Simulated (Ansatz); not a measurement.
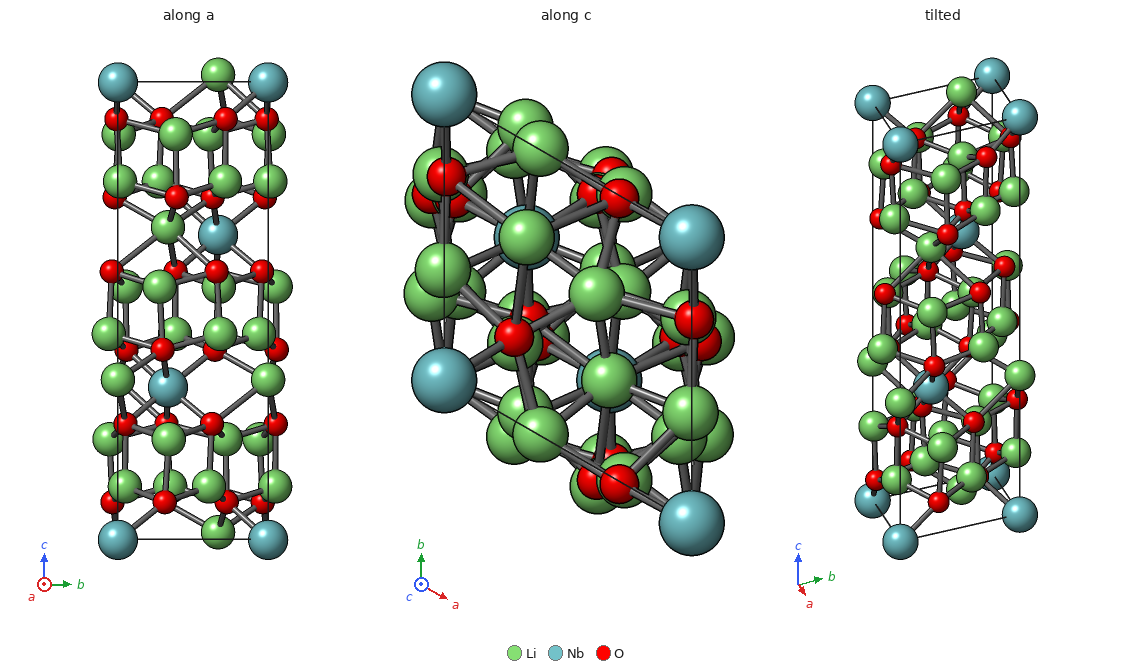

Ball-and-stick representation of a periodic structure, projected along the a axis, along the c axis and slightly off an axis. The edges of the conventional unit cell are marked.

What can be read from this drawing?

- The solid is Li7NbO6.
- The symmetry is that of R3 (No. 146), on a rhombohedral (trigonal R) lattice.
- In the cell are 21 Li, 3 Nb, 18 O, which makes 3 formula units.
- Neighbours within bonding distance: Li 4 to 6 (mean 4.3), Nb 6 and O 6.

The structure comes from a structure listed in the Materials Project. It was relaxed at fixed volume with DFT r2SCAN, scalar-relativistic, plane waves, PAW (Ansatz).
